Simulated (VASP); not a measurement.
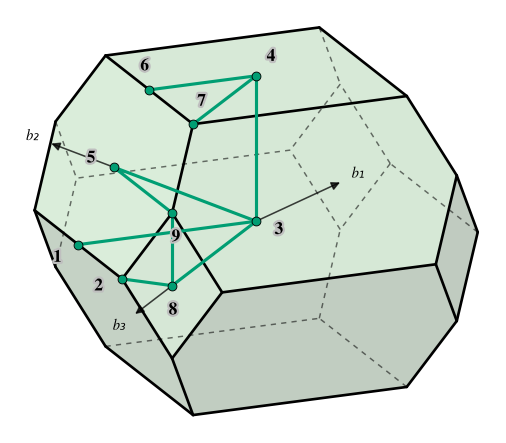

The first Brillouin zone of a body-centred tetragonal lattice (tI; extended symbol tI2) is drawn with its special points numbered. Crystal: Al₃Au, a cell listed in the Materials Project, as set up for an electronic-structure calculation. The drawing is computed from the coordinates (standard cell, symmetry found to 0.002 Å).

a = 4.051 Å, b = 4.051 Å, c = 8.113 Å, α = 90.00°, β = 90.00°, γ = 90.00°.

Labels and path follow the convention of Hinuma et al. (2017), as computed by seekpath; the arrows show the directions of the reciprocal primitive vectors b₁, b₂, b₃, in which coordinates are given.

Question: Give the label and coordinates of each numbered point.

Answer:
```
no.  label             coordinates
  1     S₀  (−0.312, 0.312, 0.312)
  2      R    (−0.125, 0.125, 1/2)
  3      Γ               (0, 0, 0)
  4      M        (1/2, 1/2, −1/2)
  5      N             (0, 1/2, 0)
  6      S  (0.312, 0.688, −0.312)
  7      G      (1/2, 1/2, −0.125)
  8      X             (0, 0, 1/2)
  9      P         (1/4, 1/4, 1/4)
```
